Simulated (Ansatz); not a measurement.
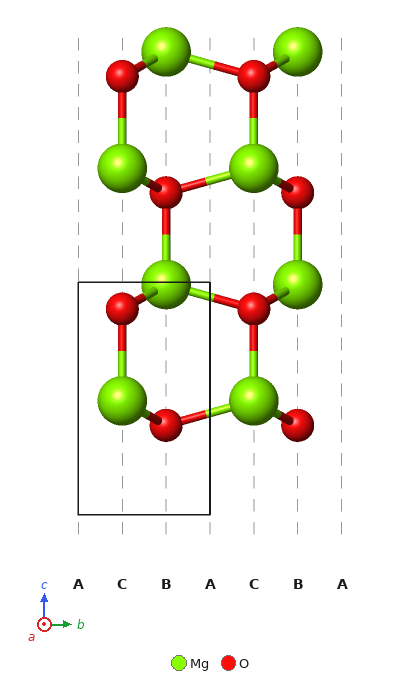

Projection along an edge of the hexagonal mesh, stacking direction c upwards. The dashed lines mark the three columns A (0, 0), B (1/3, 2/3) and C (2/3, 1/3). The sequence starts with the first layer at or above the cell's origin.

MgO: the input geometry of an electronic-structure calculation (not necessarily at equilibrium); the starting structure was generated, so it need not be a known form of this composition.

Question: Give the sequence of layers in one repeat, with element and column.

Answer: O(B) – Mg(C) – O(C) – Mg(B) (four layers in 5.03 Å).

Question: How are the O layers alone stacked?

Answer: O layers alone: BC, the hexagonal close-packed type.

Question: Which positions between or in the O layers do the other atoms fill?

Answer: Mg: two tetrahedral sites (per hexagonal cell).

Question: What short polytype symbol fits?

Answer: Polytype symbol 2H, the symbol of a tetrahedral polytype (number of double layers in the repeat and lattice).
